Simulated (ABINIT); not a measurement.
## G0W0 calculation of TiO$_{2}$ (part 1 of 4)

The run: G0W0 calculation of TiO$_{2}$ (6 atoms in the cell). Method and program: Kohn-Sham DFT of a periodic cell, PBE, PseudoDojo NC SR PBE v0.4.1 standard, G0W0, no spin polarisation (ABINIT 10.8.3).

The structure derives from a Materials Project entry.

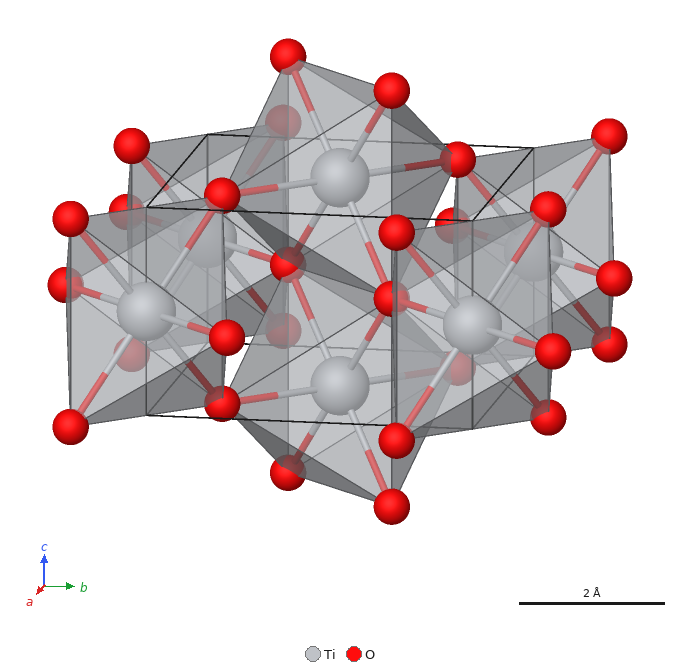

Fig. 1: The input geometry (polyhedral view of the cell of the calculation, seen slightly off an axis; polyhedra are completed across the faces of the cell). An atom can appear more than once, as a periodic image.

**The input**
```
# Datasets
ndtset 4

# Pseudopotentials
pp_dirpath "./"
pseudos "Ti.upf, O.upf"

# Structure
acell 4.5998373239 4.5998373239 2.95921356 Angstrom
rprim
     1.0000000000     0.0000000000     0.0000000000
     0.0000000000     1.0000000000     0.0000000000
     0.0000000000     0.0000000000     1.0000000000
ntypat 2
znucl 22 8
natom 6
typat 1 1 2 2 2 2
xred
            0.0            0.0            1/2
            1/2            1/2            0.0
   0.3043213200   0.3043213200            1/2
   0.1956786800   0.8043213200            0.0
   0.8043213200   0.1956786800            0.0
   0.6956786800   0.6956786800            1/2

# Plane-wave basis
ecut 952.398519 eV

# k points
kptopt 1
ngkpt 2 2 4
nshiftk 1
shiftk 0.0 0.0 0.0
istwfk *1

# Exchange and correlation
ixc 11

# Bands and occupations
occopt 1

# SCF cycle
nstep 80
diemac 6.0

# Output
iomode 3
prteig 0
prtebands 0

# Dataset 1: ground state
nband1 24
tolvrs1 1.0e-12
prtden1 1
prtwf1 0

# Dataset 2: empty bands at fixed density
iscf2 -2
getden2 1
nband2 180
nbdbuf2 16
tolwfr2 1.0e-12
nstep2 120
prtden2 0

# Dataset 3: screening
optdriver3 3
getwfk3 2
nband3 164
ecuteps3 7.5
ecutwfn3 21.0
inclvkb3 2
ppmodel3 1
gwcomp3 1
gwencomp3 2.0

# Dataset 4: self-energy
optdriver4 4
getwfk4 2
nband4 164
ecuteps4 7.5
ecutsigx4 35.0
ecutwfn4 35.0
symsigma4 1
getscr4 3
ppmodel4 1
gw_qprange4 2
gwcomp4 1
gwencomp4 2.0
```

Machine: 4 threads of Arm Neoverse V1, 24 GiB of memory available, shared host.

Launch command:
```bash
mpirun --bind-to none -np 4 abinit run.abi > log 2>&1
```

**What the program printed**
```
.Version 10.8.3 of ABINIT
 DATASET    1 : space group P4_2/m n m (#136); Bravais tP (primitive tetrag.)
================================================================================
 Values of the parameters that define the memory need for DATASET  1.
     intxc =       0    ionmov =       0      iscf =       7    lmnmax =       6
     lnmax =       6     mgfft =      48  mpssoang =       3    mqgrid =    3001
     natom =       6  nloc_mem =       1    nspden =       1   nspinor =       1
    nsppol =       1      nsym =      16    n1xccc =    2501    ntypat =       2
    occopt =       1   xclevel =       2
       mpw =        4208          nfft =       69120          nkpt =           9
================================================================================
================================================================================

 DATASET    2 : space group P4_2/m n m (#136); Bravais tP (primitive tetrag.)
================================================================================
 Values of the parameters that define the memory need for DATASET  2.
     intxc =       0    ionmov =       0      iscf =      -2    lmnmax =       6
     lnmax =       6     mgfft =      48  mpssoang =       3    mqgrid =    3001
     natom =       6  nloc_mem =       1    nspden =       1   nspinor =       1
    nsppol =       1      nsym =      16    n1xccc =    2501    ntypat =       2
    occopt =       1   xclevel =       2
       mpw =        4208          nfft =       69120          nkpt =           9
================================================================================
================================================================================

 DATASET    3 : space group P4_2/m n m (#136); Bravais tP (primitive tetrag.)
================================================================================
 Values of the parameters that define the memory need for DATASET  3.
     intxc =       0    ionmov =       0      iscf =       7    lmnmax =       6
     lnmax =       6     mgfft =      36  mpssoang =       3    mqgrid =    3001
     natom =       6  nloc_mem =       1    nspden =       1   nspinor =       1
    nsppol =       1      nsym =      16    n1xccc =    2501    ntypat =       2
    occopt =       1   xclevel =       2
       mpw =        1976          nfft =       31104          nkpt =           9
================================================================================
================================================================================

 DATASET    4 : space group P4_2/m n m (#136); Bravais tP (primitive tetrag.)
================================================================================
 Values of the parameters that define the memory need for DATASET  4.
     intxc =       0    ionmov =       0      iscf =       7    lmnmax =       6
     lnmax =       6     mgfft =      48  mpssoang =       3    mqgrid =    3001
     natom =       6  nloc_mem =       1    nspden =       1   nspinor =       1
    nsppol =       1      nsym =      16    n1xccc =    2501    ntypat =       2
    occopt =       1   xclevel =       2
       mpw =        4208          nfft =       69120          nkpt =           9
================================================================================
================================================================================

--------------------------------------------------------------------------------
------------- Echo of variables that govern the present computation ------------
--------------------------------------------------------------------------------
 -outvars: echo values of preprocessed input variables --------
            acell      8.6924327659E+00  8.6924327659E+00  5.5921031765E+00 Bohr
              amu      4.78800000E+01  1.59994000E+01
           diemac      6.00000000E+00
             ecut1     3.50000000E+01 Hartree
             ecut2     3.50000000E+01 Hartree
             ecut3     2.10000000E+01 Hartree
             ecut4     3.50000000E+01 Hartree
          ecuteps1     0.00000000E+00 Hartree
          ecuteps2     0.00000000E+00 Hartree
          ecuteps3     7.50000000E+00 Hartree
          ecuteps4     7.50000000E+00 Hartree
         ecutsigx1     0.00000000E+00 Hartree
         ecutsigx2     0.00000000E+00 Hartree
         ecutsigx3     0.00000000E+00 Hartree
         ecutsigx4     3.50000000E+01 Hartree
          ecutwfn1     0.00000000E+00 Hartree
          ecutwfn2     0.00000000E+00 Hartree
          ecutwfn3     2.10000000E+01 Hartree
          ecutwfn4     3.50000000E+01 Hartree
           getden1          0
           getden2          1
           getden3          0
           getden4          0
           getscr1          0
           getscr2          0
           getscr3          0
           getscr4          3
           getwfk1          0
           getwfk2          0
           getwfk3          2
           getwfk4          2
           gwcomp1          0
           gwcomp2          0
           gwcomp3          1
           gwcomp4          1
       gw_qprange1          0
       gw_qprange2          0
       gw_qprange3          0
       gw_qprange4          2
             iscf1          7
             iscf2         -2
             iscf3          7
             iscf4          7
              ixc          11
           jdtset        1    2    3    4
         kptrlatt        2    0    0      0    2    0      0    0    4
          kptrlen      1.73848655E+01
            natom           6
            nband1         24
            nband2        180
            nband3        164
            nband4        164
           nbdbuf1          0
           nbdbuf2         16
           nbdbuf3          0
           nbdbuf4          0
           ndtset           4
            ngfft1         48      48      30
            ngfft2         48      48      30
            ngfft3         36      36      24
            ngfft4         48      48      30
             nkpt           9
           npweps1          0
           npweps2          0
           npweps3        431
           npweps4        431
          npwsigx1          0
          npwsigx2          0
          npwsigx3          0
          npwsigx4       4163
            nstep1         80
            nstep2        120
            nstep3         80
            nstep4         80
             nsym          16
           ntypat           2
        optdriver1          0
        optdriver2          0
        optdriver3          3
        optdriver4          4
           prtden1          1
           prtden2          0
           prtden3          1
           prtden4          1
        prtebands           0
           prteig           0
            prtwf1          0
            prtwf2          1
            prtwf3          1
            prtwf4          1
          spgroup         136
           tolvrs1     1.00000000E-12
           tolvrs2     0.00000000E+00
           tolvrs3     0.00000000E+00
           tolvrs4     0.00000000E+00
           tolwfr1     0.00000000E+00
           tolwfr2     1.00000000E-12
           tolwfr3     0.00000000E+00
           tolwfr4     0.00000000E+00
            typat      1  1  2  2  2  2
           xangst      0.0000000000E+00  0.0000000000E+00  1.4796067800E+00
                       2.2999186620E+00  2.2999186620E+00  0.0000000000E+00
                       1.3998285662E+00  1.3998285662E+00  1.4796067800E+00
                       9.0009009576E-01  3.6997472281E+00  0.0000000000E+00
                       3.6997472281E+00  9.0009009576E-01  0.0000000000E+00
                       3.2000087577E+00  3.2000087577E+00  1.4796067800E+00
            xcart      0.0000000000E+00  0.0000000000E+00  2.7960515882E+00
                       4.3462163829E+00  4.3462163829E+00  0.0000000000E+00
                       2.6452926133E+00  2.6452926133E+00  2.7960515882E+00
                       1.7009237696E+00  6.9915089963E+00  0.0000000000E+00
                       6.9915089963E+00  1.7009237696E+00  0.0000000000E+00
                       6.0471401526E+00  6.0471401526E+00  2.7960515882E+00
             xred      0.0000000000E+00  0.0000000000E+00  5.0000000000E-01
                       5.0000000000E-01  5.0000000000E-01  0.0000000000E+00
                       3.0432132000E-01  3.0432132000E-01  5.0000000000E-01
                       1.9567868000E-01  8.0432132000E-01  0.0000000000E+00
                       8.0432132000E-01  1.9567868000E-01  0.0000000000E+00
                       6.9567868000E-01  6.9567868000E-01  5.0000000000E-01
            znucl       22.00000    8.00000

================================================================================

 chkinp: Checking input parameters for consistency, jdtset=   1.

 chkinp: Checking input parameters for consistency, jdtset=   2.

 chkinp: Checking input parameters for consistency, jdtset=   3.

 chkinp: Checking input parameters for consistency, jdtset=   4.

================================================================================
== DATASET  1 ==================================================================

--- !DatasetInfo
iteration_state: {dtset: 1, }
dimensions: {natom: 6, nkpt: 9, mband: 24, nsppol: 1, nspinor: 1, nspden: 1, mpw: 4208, }
cutoff_energies: {ecut:  35.0, pawecutdg:  -1.0, }
electrons: {nelect:   4.80000000E+01, charge:   0.00000000E+00, occopt:   1.00000000E+00, tsmear:   1.00000000E-02, }
meta: {optdriver: 0, ionmov: 0, optcell: 0, iscf: 7, paral_kgb: 0, }
...

 Exchange-correlation functional for the present dataset will be:
  GGA: Perdew-Burke-Ernzerhof functional - ixc=11
  J.P.Perdew, K.Burke, M.Ernzerhof, PRL 77, 3865 (1996)

 Real(R)+Recip(G) space primitive vectors, cartesian coordinates (Bohr,Bohr^-1):
 R(1)=  8.6924328  0.0000000  0.0000000  G(1)=  0.1150426  0.0000000  0.0000000
 R(2)=  0.0000000  8.6924328  0.0000000  G(2)=  0.0000000  0.1150426  0.0000000
 R(3)=  0.0000000  0.0000000  5.5921032  G(3)=  0.0000000  0.0000000  0.1788236
 Unit cell volume ucvol=  4.2253030E+02 bohr^3
 Angles (23,13,12)=  9.00000000E+01  9.00000000E+01  9.00000000E+01 degrees

 getcut: wavevector=  0.0000  0.0000  0.0000  ngfft=  48  48  30
         ecut(hartree)=     35.000   => boxcut(ratio)=   2.01441

--- Pseudopotential description ------------------------------------------------
- pspini: atom type   1  psp file is ./Ti.upf
  22.00000  12.00000  171031                  znucl, zion, pspdat
12 -101130 2 -1 1586                          pspcod,pspxc,lmax,lloc,mmax
     nproj     2     2     2

- pspini: atom type   2  psp file is ./O.upf
   8.00000   6.00000  171031                  znucl, zion, pspdat
12 -101130 2 -1 936                           pspcod,pspxc,lmax,lloc,mmax
     nproj     2     2     1

   2.59894620E+03                                ecore*ucvol(ha*bohr**3)
--------------------------------------------------------------------------------

================================================================================

--- !BeginCycle
iteration_state: {dtset: 1, }
solver: {iscf: 7, nstep: 80, nline: 4, wfoptalg: 0, }
tolerances: {tolvrs: 1.00E-12, }
...

     iter   Etot(hartree)      deltaE(h)  residm     vres2
 ETOT  1  -184.30584391253    -1.843E+02 2.392E-01 1.617E+03
 ETOT  2  -176.21008863665     8.096E+00 1.226E-01 2.108E+04
 ETOT  3  -185.01710753640    -8.807E+00 1.143E-01 1.334E+02
 ETOT  4  -185.07493060591    -5.782E-02 2.182E-01 2.557E+02
 ETOT  5  -185.12843182535    -5.350E-02 1.018E-01 1.630E+02
 ETOT  6  -185.19266286043    -6.423E-02 1.253E-02 3.044E+01
 ETOT  7  -185.20441051087    -1.175E-02 7.134E-03 1.144E+00
 ETOT  8  -185.20545120658    -1.041E-03 4.907E-04 1.860E-01
 ETOT  9  -185.20562787986    -1.767E-04 4.525E-04 1.173E-01
 ETOT 10  -185.20570514603    -7.727E-05 4.347E-05 7.184E-03
 ETOT 11  -185.20571955043    -1.440E-05 4.431E-05 1.974E-04
 ETOT 12  -185.20572309575    -3.545E-06 4.634E-06 4.064E-04
 ETOT 13  -185.20572436752    -1.272E-06 4.574E-06 1.090E-05
 ETOT 14  -185.20572474645    -3.789E-07 5.325E-07 3.747E-07
 ETOT 15  -185.20572487319    -1.267E-07 5.380E-07 1.002E-08
 ETOT 16  -185.20572491657    -4.338E-08 6.666E-08 5.368E-08
 ETOT 17  -185.20572493181    -1.523E-08 6.774E-08 4.154E-09
 ETOT 18  -185.20572493721    -5.402E-09 8.796E-09 1.039E-08
 ETOT 19  -185.20572493916    -1.952E-09 9.007E-09 3.848E-10
 ETOT 20  -185.20572493988    -7.161E-10 1.203E-09 1.057E-10
 ETOT 21  -185.20572494013    -2.508E-10 1.244E-09 2.074E-10
 ETOT 22  -185.20572494023    -1.041E-10 1.682E-10 1.695E-10
 ETOT 23  -185.20572494026    -3.254E-11 1.753E-10 2.432E-11
 ETOT 24  -185.20572494028    -1.043E-11 2.381E-11 1.163E-12
 ETOT 25  -185.20572494029    -1.106E-11 2.502E-11 5.680E-13

 At SCF step   25       vres2   =  5.68E-13 < tolvrs=  1.00E-12 =>converged.

 Cartesian components of stress tensor (hartree/bohr^3)
  sigma(1 1)= -6.52564139E-05  sigma(3 2)=  0.00000000E+00
  sigma(2 2)= -6.52564139E-05  sigma(3 1)=  0.00000000E+00
  sigma(3 3)= -4.97236995E-05  sigma(2 1)=  0.00000000E+00

--- !ResultsGS
iteration_state: {dtset: 1, }
comment   : Summary of ground state results
lattice_vectors:
- [  8.6924328,   0.0000000,   0.0000000, ]
- [  0.0000000,   8.6924328,   0.0000000, ]
- [  0.0000000,   0.0000000,   5.5921032, ]
lattice_lengths: [   8.69243,    8.69243,    5.59210, ]
lattice_angles: [ 90.000,  90.000,  90.000, ] # degrees, (23, 13, 12)
lattice_volume:   4.2253030E+02
convergence: {deltae: -1.106E-11, res2:  5.680E-13, residm:  2.502E-11, diffor: null, }
etotal    :  -1.85205725E+02
entropy   :   0.00000000E+00
fermie    :   2.07294331E-01
cartesian_stress_tensor: # hartree/bohr^3
- [ -6.52564139E-05,   0.00000000E+00,   0.00000000E+00, ]
- [  0.00000000E+00,  -6.52564139E-05,   0.00000000E+00, ]
- [  0.00000000E+00,   0.00000000E+00,  -4.97236995E-05, ]
pressure_GPa:   1.7676E+00
xred      :
- [  0.0000E+00,   0.0000E+00,   5.0000E-01, Ti]
- [  5.0000E-01,   5.0000E-01,   0.0000E+00, Ti]
- [  3.0432E-01,   3.0432E-01,   5.0000E-01,  O]
- [  1.9568E-01,   8.0432E-01,   0.0000E+00,  O]
- [  8.0432E-01,   1.9568E-01,   0.0000E+00,  O]
- [  6.9568E-01,   6.9568E-01,   5.0000E-01,  O]
cartesian_forces: # hartree/bohr
- [ -0.00000000E+00,  -0.00000000E+00,  -0.00000000E+00, ]
- [ -0.00000000E+00,  -0.00000000E+00,  -0.00000000E+00, ]
- [  4.58157720E-04,   4.58157720E-04,  -0.00000000E+00, ]
- [ -4.58157720E-04,   4.58157720E-04,  -0.00000000E+00, ]
- [  4.58157720E-04,  -4.58157720E-04,  -0.00000000E+00, ]
- [ -4.58157720E-04,  -4.58157720E-04,  -0.00000000E+00, ]
force_length_stats: {min:   0.00000000E+00, max:   6.47932861E-04, mean:   4.31955240E-04, }
...

 Integrated electronic density in atomic spheres:
 ------------------------------------------------
 Atom  Sphere_radius  Integrated_density
    1        2.00000          9.39284141
    2        2.00000          9.39284141
    3        2.00000          6.29151528
    4        2.00000          6.29151528
    5        2.00000          6.29151528
    6        2.00000          6.29151528
================================================================================
```
